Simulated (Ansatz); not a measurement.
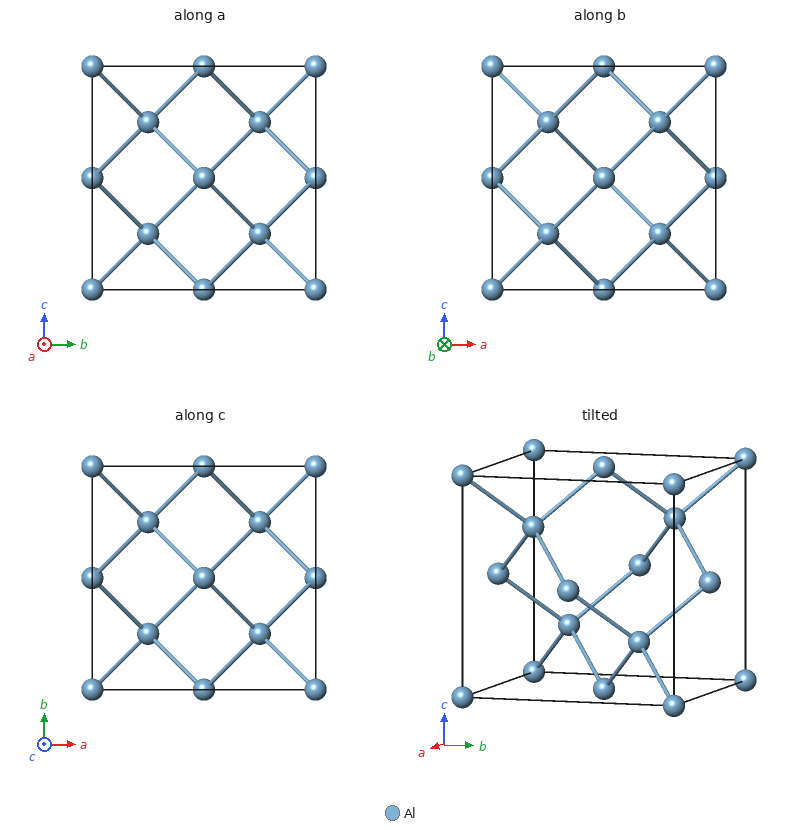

An orthographic ball-and-stick view of the structure, along the a axis, along the b axis, along the c axis and slightly off an axis. The lines enclose the conventional unit cell; boundary atoms appear with their images.

Lattice parameters: a = 6.0472 Å, b = 6.0472 Å, c = 6.0472 Å, α = 90.000°, β = 90.000°, γ = 90.000°.

Transcribe the picture into a CIF with its space group and independent sites.

```cif
data_structure
_symmetry_space_group_name_H-M 'F d -3 m :1'
_symmetry_Int_Tables_number 227
_cell_length_a 6.0472
_cell_length_b 6.0472
_cell_length_c 6.0472
_cell_angle_alpha 90.000
_cell_angle_beta 90.000
_cell_angle_gamma 90.000
_cell_volume 221.14
loop_
_atom_site_label
_atom_site_type_symbol
_atom_site_symmetry_multiplicity
_atom_site_Wyckoff_symbol
_atom_site_fract_x
_atom_site_fract_y
_atom_site_fract_z
_atom_site_occupancy
Al1 Al 8 a 0.2500 0.7500 0.7500 1
```

Provenance: a structure type filled with this element by a generator (whether the element takes this form wasn't checked). Earlier steps of the study may have refined or changed the cell and positions. It went into a calculation with Ansatz.
